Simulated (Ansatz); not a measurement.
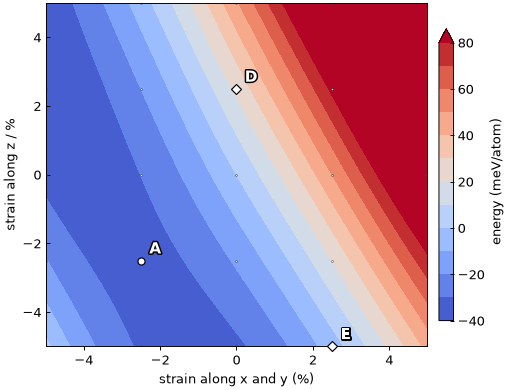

Ag (Im-3m, No. 229; 1 atom in the cell). 
- The cell is strained homogeneously, by one strain along x and y and another along z, with fractional coordinates fixed (x, y and z along the cube axes).
- Coordinates scanned: (1) strain along x and y; (2) strain along z.
- The grid has 5 × 5 points.
- Points are written as (first, second).
- All energies are given in meV/atom relative to the unstrained cell.
- The reference cell is the one listed in the database, not relaxed at this level.
- The calculation used DFT PBEsol, scalar-relativistic, plane waves, PAW in Ansatz 0.2.0. Settings: cutoff 420 eV, k-mesh 20×20×20, gaussian smearing 0.15 eV, no spin polarisation.

The picture shows filled contours, dots at the grid points, one colour for all values above the top of the scale, lettered points. Between grid points the surface is interpolated.

### Is D the lowest point of the computed grid?

No. D lies 60 meV/atom above the lowest grid point, which is at (−5.0 %, 2.5 %).
